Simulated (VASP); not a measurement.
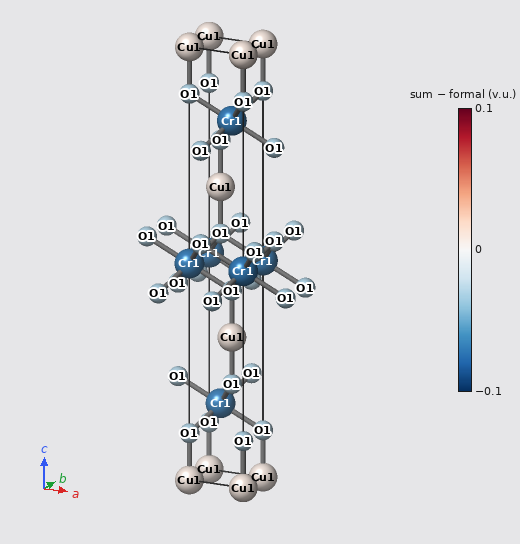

Atoms of CrCuO₂ (R-3m) coloured by their computed bond-valence sum less the size of their formal valence (view slightly off an axis).

Bond valence s = exp((R0 − d)/b), R0 fitted to published crystal structures with b = 0.37 Å, summed over all anions within 5 Å; R0 in Å: Cu+–O 1.566; Cr3+–O 1.718.

The cell is taken from an entry of the Crystallography Open Database, as set up for an electronic-structure calculation.

```
Cu Cr O
1.0
     2.97340    0.00000    0.00000
    -1.48670    2.57504    0.00000
     0.00000    0.00000   17.10000
Cu Cr O
3 3 6
Cartesian
  0.0000 0.0000 0.0000
  1.4867 0.8583 5.7000
  0.0000 1.7167 11.4000
  1.4867 0.8583 14.2500
  0.0000 1.7167 2.8500
  0.0000 0.0000 8.5500
  0.0000 0.0000 15.2546
  0.0000 1.7167 13.2454
  1.4867 0.8583 3.8546
  0.0000 0.0000 1.8454
  0.0000 1.7167 9.5546
  1.4867 0.8583 7.5454
```

Site labels: Cu1 at 0.000, 0.000, 0.000; Cr1 at 0.667, 0.333, 0.833; O1 at 0.000, 0.000, 0.892.

Question: Give the sums of all sites.

Answer:
| site | x, y, z | formal valence | bond-valence sum | difference |
| --- | --- | --- | --- | --- |
| Cu1 | 0.000, 0.000, 0.000 | +1 | 1.01 | 0.01 |
| Cr1 | 0.667, 0.333, 0.833 | +3 | 2.93 | -0.07 |
| O1 | 0.000, 0.000, 0.892 | −2 | 1.97 | -0.03 |

Question: Is the structure strained by this measure?

Answer: The global instability index (root mean square of the differences over all atoms) is 0.04 v.u.: little strain. The cell was not relaxed for this table, and a volume that is off by a few per cent shifts all sums together.
